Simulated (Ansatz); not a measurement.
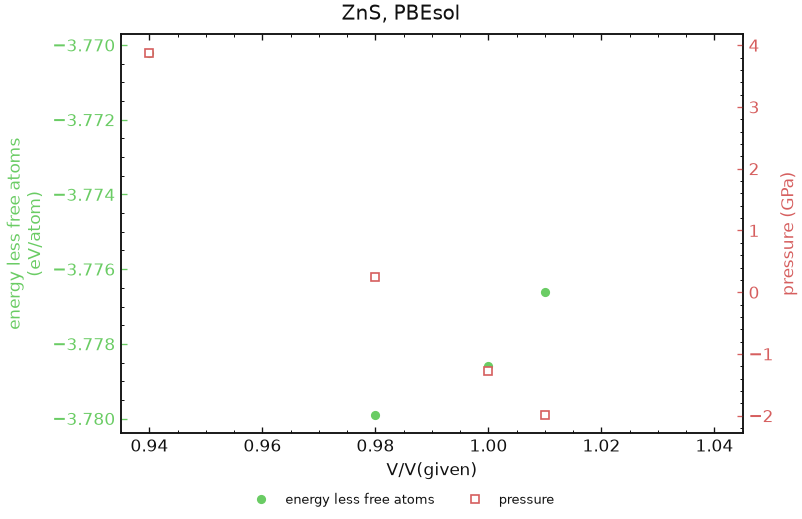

The figure shows the energy less free atoms and pressure against V/V(given) for ZnS, space group P6_3mc (No. 186).

Structure:
```yaml
crystal:
  lattice:
    - [3.81100, 0.00000, 0.00000]
    - [-1.90550, 3.30042, 0.00000]
    - [0.00000, 0.00000, 6.23400]
  atoms:
    - { symbol: Zn, position: [0.33333, 0.66667, 0.00000] }
    - { symbol: Zn, position: [0.66667, 0.33333, 0.50000] }
    - { symbol: S, position: [0.33333, 0.66667, 0.38500] }
    - { symbol: S, position: [0.66667, 0.33333, 0.88500] }
```

Computed with Ansatz 0.2.0: periodic Kohn-Sham DFT of a crystal at fixed atoms, scaled to the stated factor times the given cell; pressure positive in compression, energy less spherical unpolarised free atoms. Level: PBEsol.

- method: all-electron LAPW
- relativity: scalar
- k mesh: 8×8×5
- occupations: Fermi–Dirac
- smearing width: 0.03 eV
- basis error target: 1 (meV/atom)
- nucleus: Gaussian

V(given) is 19.60 Å³/atom.

The point at V/V(given) 1.04 is left out of the plot. What does the calculation give there?

```tsv
V/V(given)	energy less free atoms (eV/atom)	pressure (GPa)
1.04	-3.7657	-3.883
```

Limits of the calculation: shape and atomic fractions are frozen while scaling, which makes layered, chain and framework solids too stiff.
